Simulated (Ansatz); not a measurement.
# Two runs on BN

System: BN (slab, 8 atoms in the cell).
Method of the first run: DFT PBE+D3(BJ), scalar-relativistic, plane waves, PAW, no spin polarisation (Ansatz 0.2.0).

The structure derives from an entry of the Crystallography Open Database. Text and figures count atoms from 1; the logs count them from 0 in places.

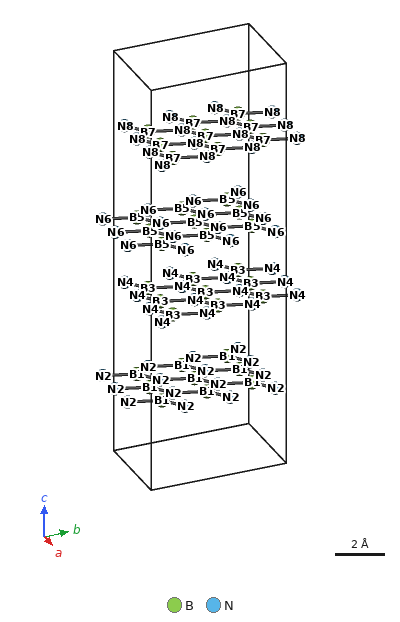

**Figure 1.** The structure as given in the input (ball-and-stick view of the 3 × 3 repeat of the cell, with the vacuum cut short, seen slightly off an axis; bonded neighbours outside the cell are drawn too; atoms are numbered from 1 in the order of the input). Near neighbours in the crystal (not all of them lie inside the picture): B has 3 N at 1.45 Å; N has 3 B at 1.45 Å.

### Input, the first run
```yaml
crystal:
  lattice:
    - [2.5071210896, 0.0, 0.0]
    - [-1.2535605448, 2.1712305539, 0.0]
    - [0.0, 0.0, 45.8423718534]
  atoms:
    - { symbol: B, position: [0.6666666667, 0.3333333333, 0.3911372135] }
    - { symbol: "N", position: [0.3333333333, 0.6666666667, 0.3911009424] }
    - { symbol: B, position: [0.3333333333, 0.6666666667, 0.463842723] }
    - { symbol: "N", position: [0.6666666667, 0.3333333333, 0.4638406372] }
    - { symbol: B, position: [0.6666666667, 0.3333333333, 0.536157277] }
    - { symbol: "N", position: [0.3333333333, 0.6666666667, 0.5361593628] }
    - { symbol: B, position: [0.3333333333, 0.6666666667, 0.6088627865] }
    - { symbol: "N", position: [0.6666666667, 0.3333333333, 0.6088990576] }
  periodic: [true, true, false]
basis:
  ecutwfc: 420
kpoints:
  mp_grid: { grid: [9, 9, 1] }
  band_path:
    path:
      - [0.0, 0.0, 0.0]
      - [0.5, 0.0, 0.0]
      - [0.3333333333, 0.3333333333, 0.0]
      - [0.309896, 0.3125, 0.0]
      - [0.0, 0.5, 0.0]
    npoints: 1
hamiltonian:
  xc: pbe
  dispersion: d3bj
scf:
  occupations: { method: gaussian, width: 0.02 }
  n_extra_bands: 6
output:
  forces: true
  stress: true
  eigenvalues: true
```

Launched with:
```bash
ansatz run input.yaml --threads 2 --pin off --max-ram 5120MiB --backend cpu --events-out ev --progress --plain --runs-dir out
```

Hardware: 2 threads of AMD EPYC (Zen 3), 189 GiB of memory available, shared host.

### Output, shortened to warnings, some set-up lines, iterations and results (the first run)
```
Basis set: ecut = 420 eV, 4863 PW (Γ), exchange–correlation on 36×36×640 points (8 copies of the dense FFT grid, shifted against one another)
Symmetry: 12 space group operations
k-points: 12 of 81
Initial density: superposition of atomic densities (neutral atoms: chi_scale 0, normalization atom), corrected by the library's trained network
[...]
SCF iter   1: F=—  HF=-2170.623012 eV  |F-HF|=—  |Δ(HF+E_count)|=         —  Δρ=1.27e-3  dr2=3.83e-3  ethr=1.77e-3  ⟨swp⟩=16.5  Hψ=2498  notcnv=0
SCF iter   2: F=—  HF=-2170.624091 eV  |F-HF|=—  |Δ(HF+E_count)|=   1.08e-3  Δρ=5.91e-4  dr2=3.01e-4  ethr=1.20e-5  ⟨swp⟩=3.6  Hψ=765  notcnv=0  defer=19
SCF iter   3: F=—  HF=-2170.624837 eV  |F-HF|=—  |Δ(HF+E_count)|=   7.46e-4  Δρ=1.97e-4  dr2=3.10e-5  ethr=9.41e-7  ⟨swp⟩=3.1  Hψ=518  notcnv=0  defer=19
SCF iter   4: F=—  HF=-2170.624913 eV  |F-HF|=—  |Δ(HF+E_count)|=   7.64e-5  Δρ=1.81e-5  dr2=7.89e-7  ethr=9.69e-8  ⟨swp⟩=2.8  Hψ=552  notcnv=0  defer=19
SCF iter   5: F=-2170.624914 eV  HF=-2170.624914 eV  |F-HF|=1.51e-7  |Δ(HF+E_count)|=   5.76e-7  Δρ=7.23e-6  dr2=9.17e-8  ethr=2.47e-9  ⟨swp⟩=2.8  Hψ=565  notcnv=0  defer=19
SCF iter   6: F=-2170.624914 eV  HF=-2170.624914 eV  |F-HF|=1.52e-8  |Δ(HF+E_count)|=   1.66e-7  Δρ=2.44e-6  dr2=1.50e-8  ethr=2.87e-10  ⟨swp⟩=14.5  Hψ=1696  notcnv=0
SCF 1 converged in 6 iterations: F = -2170.624914 eV  dr2 = 1.50e-8
NSCF: frozen V_eff on 5 k-points
SCF converged after 6 iterations
Free energy (F): -2170.624914 eV
Harris-Foulkes:  -2170.624914 eV  (|F-HF|=1.52e-8)
Internal energy: -2170.624914 eV  (E = F + TS)
E sigma→0 (E₀):  -2170.624914 eV
Fermi energy:    -3.648925 eV
--- Per-component energies (eV) ---
  E_band       = -415.350119
  E_kinetic    = 732.862993
  E_local      = -122977.224242  (includes V_loc(G=0)·N_el)
  E_nonlocal   = 231.143615
  E_hartree    = 61073.222493
  E_xc         = -368.608903
  E_vxc        = -457.287999  (∫ρ·V_xc dr)
  E_paw        = -827.196012  (= ΣΔE_a)
  E_vpaw       = -91.286260  (= ΣTr[D̂ρ^β])
  E_aug_tail   = 0.000406  (compensation charges beyond the density's cutoff)
  E_ewald      = 59966.156870
  E_disp       = -0.982134  (pairwise vdW)
  E_smearing   = -0.000000  (= −TS)
  E_closure    = 0.000000  (closes the sum)
  Σ components = -2170.624914   (vs F -2170.624914, Δ=0.00e0)
--- Forces (eV/Å), atoms counted from 1 ---
  atom   1  B      0.00000000     0.00000000    -0.00037094
  atom   2  N      0.00000000    -0.00000000     0.00050640
  atom   3  B      0.00000000    -0.00000000    -0.00009886
  atom   4  N     -0.00000000     0.00000000    -0.00028031
  atom   5  B      0.00000000     0.00000000     0.00009886
  atom   6  N     -0.00000000    -0.00000000     0.00028031
  atom   7  B      0.00000000    -0.00000000     0.00037094
  atom   8  N     -0.00000000     0.00000000    -0.00050640
  max |Σ_I F_I| component: 2.59e-16 eV/Å
--- 2D stress c σ (N/m, compression-positive) ---
        0.007912      -0.000000       0.000000
       -0.000000       0.007912       0.000000
        0.000000       0.000000       0.000000
  P = ½ c Tr σ = 0.0079 N/m
  ° read free of the cell's end (the report's vacuum.weakly_bound_levels)
  °? not known for the slab's own: over its row's bound_up_to_ev there, or no deeper under its free states than its continued_xc_part_ev in size
```

For the second run the input was changed thus:
```diff
-  mp_grid: { grid: [9, 9, 1] }
-  band_path:
-    path:
-      - [0.0, 0.0, 0.0]
-      - [0.5, 0.0, 0.0]
-      - [0.3333333333, 0.3333333333, 0.0]
-      - [0.309896, 0.3125, 0.0]
-      - [0.0, 0.5, 0.0]
-    npoints: 1
+  mp_grid: { grid: [12, 12, 1] }
+  band_path: { path: [VBM, CBM], npoints: 2 }
-  n_extra_bands: 6
```

Predict how the results change.

The free energy of the second run is 0.02 meV per atom higher, which comes mainly from the change of mesh; a solver setting shouldn't move a converged energy. The gap on the mesh goes from 4.43 to 4.33 eV. The work function goes from 3.65 to 3.70 eV. The number of SCF iterations is the same. The irreducible k-points go from 12 to 19. On the same kind of shared host the second run took about 2.8 times as long.

### Output, shortened to warnings, some set-up lines, iterations and results (the second run)
```
Basis set: ecut = 420 eV, 4863 PW (Γ), exchange–correlation on 36×36×640 points (8 copies of the dense FFT grid, shifted against one another)
Symmetry: 12 space group operations
k-points: 19 of 144
Initial density: superposition of atomic densities (neutral atoms: chi_scale 0, normalization atom), corrected by the library's trained network
[...]
SCF iter   1: F=—  HF=-2170.622022 eV  |F-HF|=—  |Δ(HF+E_count)|=         —  Δρ=1.26e-3  dr2=3.81e-3  ethr=1.77e-3  ⟨swp⟩=14.9  Hψ=4010  notcnv=0  defer=1
SCF iter   2: F=—  HF=-2170.623922 eV  |F-HF|=—  |Δ(HF+E_count)|=   1.90e-3  Δρ=6.01e-4  dr2=3.04e-4  ethr=1.19e-5  ⟨swp⟩=3.7  Hψ=1337  notcnv=0  defer=64
SCF iter   3: F=—  HF=-2170.624640 eV  |F-HF|=—  |Δ(HF+E_count)|=   7.18e-4  Δρ=2.19e-4  dr2=3.81e-5  ethr=9.49e-7  ⟨swp⟩=2.8  Hψ=766  notcnv=0  defer=64
SCF iter   4: F=—  HF=-2170.624732 eV  |F-HF|=—  |Δ(HF+E_count)|=   9.21e-5  Δρ=4.45e-5  dr2=3.88e-6  ethr=1.19e-7  ⟨swp⟩=2.9  Hψ=922  notcnv=0  defer=64
SCF iter   5: F=—  HF=-2170.624732 eV  |F-HF|=—  |Δ(HF+E_count)|=   5.16e-7  Δρ=1.13e-5  dr2=1.69e-7  ethr=1.21e-8  ⟨swp⟩=2.5  Hψ=811  notcnv=0  defer=64
SCF iter   6: F=-2170.624733 eV  HF=-2170.624733 eV  |F-HF|=2.20e-8  |Δ(HF+E_count)|=   2.92e-7  Δρ=2.02e-6  dr2=1.25e-8  ethr=3.13e-10  ⟨swp⟩=17.6  Hψ=3179  notcnv=0
SCF 1 converged in 6 iterations: F = -2170.624733 eV  dr2 = 1.25e-8
NSCF: frozen V_eff on 7 k-points
NSCF: frozen V_eff on 7 k-points
NSCF: frozen V_eff on 4 k-points
NSCF: frozen V_eff on 3 k-points
NSCF: frozen V_eff on 7 k-points
NSCF: frozen V_eff on 7 k-points
NSCF: frozen V_eff on 3 k-points
NSCF: frozen V_eff on 2 k-points
NSCF: frozen V_eff on 7 k-points
NSCF: frozen V_eff on 1 k-points
NSCF: frozen V_eff on 5 k-points
NSCF: frozen V_eff on 2 k-points
NSCF: frozen V_eff on 7 k-points
NSCF: frozen V_eff on 2 k-points
NSCF: frozen V_eff on 3 k-points
NSCF: frozen V_eff on 3 k-points
NSCF: frozen V_eff on 2 k-points
NSCF: frozen V_eff on 3 k-points
NSCF: frozen V_eff on 2 k-points
NSCF: frozen V_eff on 3 k-points
SCF converged after 6 iterations
Free energy (F): -2170.624733 eV
Harris-Foulkes:  -2170.624733 eV  (|F-HF|=2.20e-8)
Internal energy: -2170.624733 eV  (E = F + TS)
E sigma→0 (E₀):  -2170.624733 eV
Fermi energy:    -3.699225 eV
--- Per-component energies (eV) ---
  E_band       = -415.349694
  E_kinetic    = 732.865234
  E_local      = -122977.222100  (includes V_loc(G=0)·N_el)
  E_nonlocal   = 231.141535
  E_hartree    = 61073.220424
  E_xc         = -368.609690
  E_vxc        = -457.289043  (∫ρ·V_xc dr)
  E_paw        = -827.195277  (= ΣΔE_a)
  E_vpaw       = -91.285508  (= ΣTr[D̂ρ^β])
  E_aug_tail   = 0.000406  (compensation charges beyond the density's cutoff)
  E_ewald      = 59966.156870
  E_disp       = -0.982134  (pairwise vdW)
  E_smearing   = -0.000000  (= −TS)
  E_closure    = -0.000000  (closes the sum)
  Σ components = -2170.624733   (vs F -2170.624733, Δ=0.00e0)
--- Forces (eV/Å), atoms counted from 1 ---
  atom   1  B      0.00000000     0.00000000    -0.00037456
  atom   2  N      0.00000000    -0.00000000     0.00051917
  atom   3  B      0.00000000    -0.00000000    -0.00010354
  atom   4  N     -0.00000000     0.00000000    -0.00031795
  atom   5  B      0.00000000     0.00000000     0.00010354
  atom   6  N      0.00000000    -0.00000000     0.00031795
  atom   7  B      0.00000000    -0.00000000     0.00037456
  atom   8  N      0.00000000     0.00000000    -0.00051917
  max |Σ_I F_I| component: 1.85e-17 eV/Å
--- 2D stress c σ (N/m, compression-positive) ---
       -0.002750      -0.000000       0.000000
       -0.000000      -0.002750       0.000000
        0.000000       0.000000       0.000000
  P = ½ c Tr σ = -0.0028 N/m
  ° read free of the cell's end (the report's vacuum.weakly_bound_levels)
```

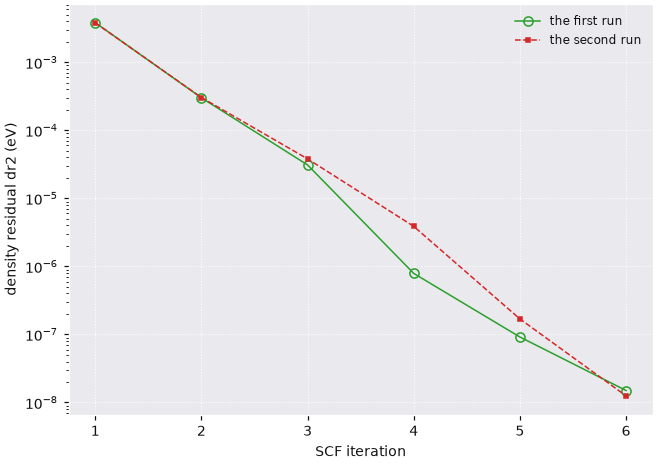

**Figure 2.** Convergence of the two runs: density residual dr2 against the SCF iteration. The first run takes 6 iterations in all, and the second run takes 6.

### The two runs side by side

```csv
quantity,the first run,the second run
outcome,converged,converged
free energy per atom (eV),−271.3281,−271.3281
gap on the mesh (eV),4.43,4.33
work function (eV),3.65,3.70
largest force (eV/Å),0.001,0.001
SCF iterations,6,6
irreducible k-points,12,19
plane waves at Γ,4863,4863
wall time (shared host),11 s,30 s
```
